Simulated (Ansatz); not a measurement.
Given this structure:

```
CELL_PARAMETERS angstrom
3.97973 0.00000 0.00000
0.00000 3.97973 0.00000
0.00000 0.00000 3.97973
ATOMIC_POSITIONS crystal
Ti 0.00000 0.00000 0.00000
Al 0.50000 0.50000 0.00000
Al 0.50000 0.00000 0.50000
Al 0.00000 0.50000 0.50000
```

**What crystal do these data define?**

Formula: TiAl3. It belongs to space group Pm-3m (No. 221) and has a primitive cubic lattice. It adopts the structure known as Cu₃Au (L1₂) type. In the cell are 1 Ti, 3 Al, which makes 1 formula unit. Each Ti atom is coordinated by twelve Al in a cuboctahedral arrangement at 2.81 Å. Each Al has eight Al and four Ti in a cuboctahedral arrangement (2.81 Å to Al, 2.81 Å to Ti). The bonds build a three-dimensional framework.

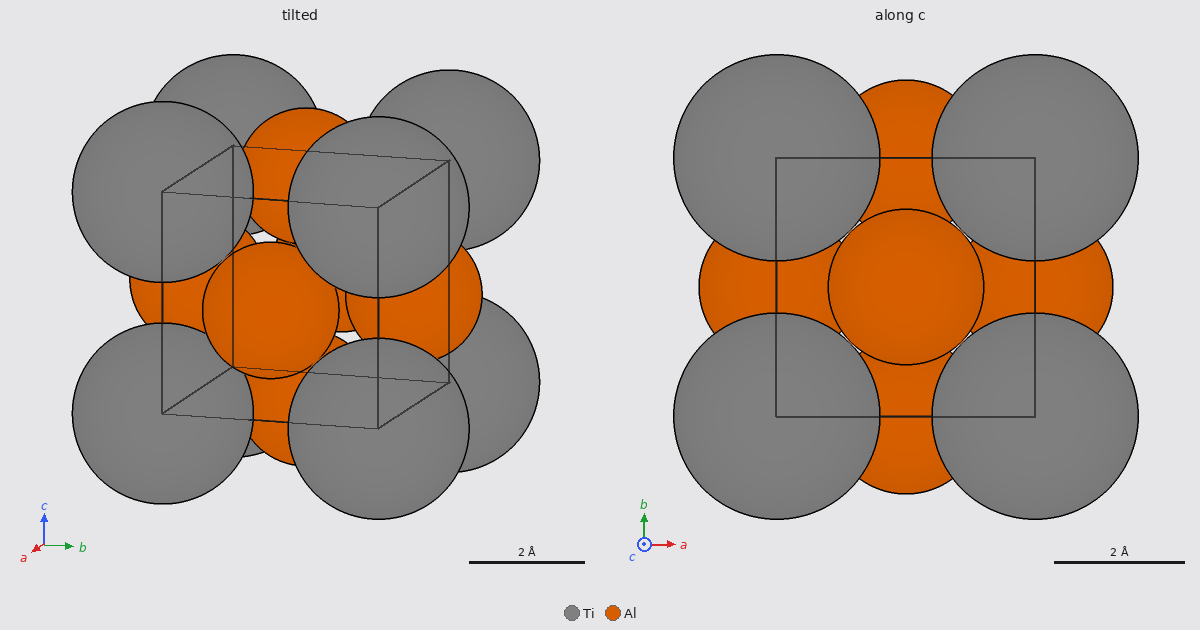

The figure gives a space-filling picture of the atoms, viewed slightly off an axis and along the c axis. One conventional unit cell is framed, with atoms on its boundary repeated.

It goes back to a structure listed in the Materials Project. Earlier steps of the study may have refined or changed the cell and positions. Ansatz was used for an electronic-structure calculation on it.
